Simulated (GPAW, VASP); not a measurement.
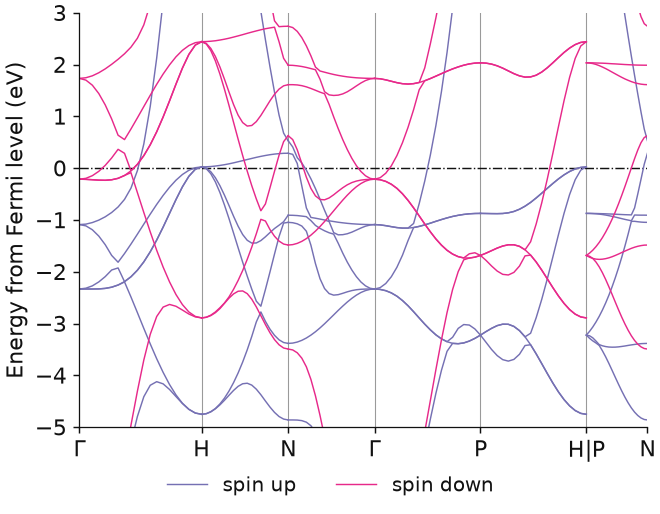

Band structure. Energies are counted from the Fermi level.

**Which system does the plot belong to?**
A. bcc Fe, space group Im-3m (No. 229), 1 atom in the primitive cell (cubic a = 2.847 Å); PBE
B. rocksalt NaCl, space group Fm-3m, 2 atoms in the primitive cell (cubic a = 5.812 Å); PBEsol
C. zincblende BP, space group F-43m (No. 216), 2 atoms in the primitive cell (cubic a = 4.538 Å); TB-mBJ

A. A metal: bands cross the Fermi level along this path. A body-centred cubic lattice: the path Γ–H–N–Γ–P–H|P–N runs through the special points of its Brillouin zone.

Level of theory: PBE, VASP PAW PBE potentials, release 64 (Fe), collinear spin, ferromagnetic start, no spin-orbit coupling, 8×8×8 k mesh, 520 eV cutoff, Gaussian smearing of 0.1 eV; code VASP 6.6.1.

The run ends ferromagnetic, with 2.34 μB a cell. The k mesh is coarse (spacing up to 0.39 Å⁻¹), so the values aren't converged. The cell was derived from a database entry in an earlier step, so it needn't be the measured one. Bands are joined in order of energy, so crossings between the computed points show as kinks or gaps.
